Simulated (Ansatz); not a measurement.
System: CdI2-type HfS2, space group P-3m1 (No. 164), 3 atoms in the cell, relaxed with r2SCAN+rVV10; a = 3.630 Å, c = 5.878 Å (hexagonal axes). Starting point: PBE, Ansatz PAW set, no spin polarisation, no spin-orbit coupling, 6×6×2 k mesh, 420 eV cutoff, fixed occupations (Ansatz). Many-body step: G0W0 with empty bands 200, screening cutoff 120 eV and frequency treatment contour deformation.

In PBE the smallest gap over these k points is 1.03 eV, with direct gaps of 1.92 eV at Γ, 1.95 eV at L and 2.13 eV at A.

Q: What does G0W0 give?

A: Over the k points that were corrected, the smallest gap goes from 1.03 eV in PBE (Γ to L) to 1.90 eV in G0W0 (Γ to L), a change of +0.87 eV (+84 %). Counted from the valence top, the lowest empty level moves by +0.99 eV at Γ, +0.87 eV at L and +0.98 eV at A; over the 11 points that were corrected the shifts run from +0.86 to +0.99 eV: a spread of 0.13 eV on a mean of 0.92 eV, so one scissor shift describes this level well. The top filled level also moves against the valence top, by −0.08 eV at M. The quasiparticle weight (renormalisation factor) lies between 0.71 and 0.76 for the top filled and first empty levels.

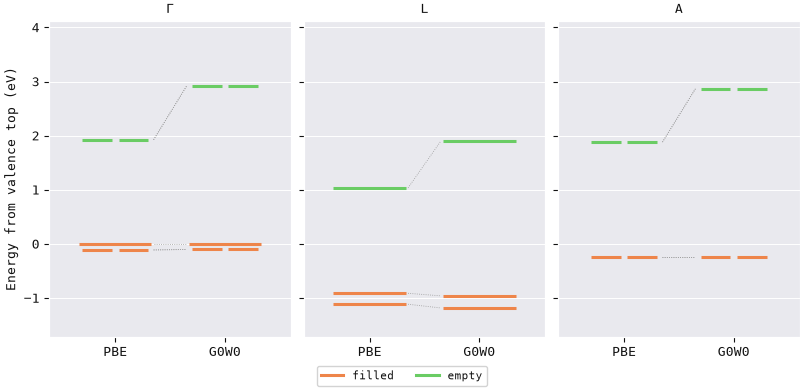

Levels at Γ, L and A in PBE and in G0W0, each set counted from its own valence top. Degenerate partners of corrected states are drawn at the same energy.

| k point | PBE direct gap (eV) | G0W0 direct gap (eV) |
| --- | --- | --- |
| Γ | 1.92 | 2.91 |
| L | 1.95 | 2.86 |
| A | 2.13 | 3.11 |

The k mesh is coarse (spacing up to 0.53 Å⁻¹), so the values aren't converged. Spin-orbit coupling is left out, which matters for Hf. Bands, cutoffs and mesh are finite, so these values aren't at the basis limit.
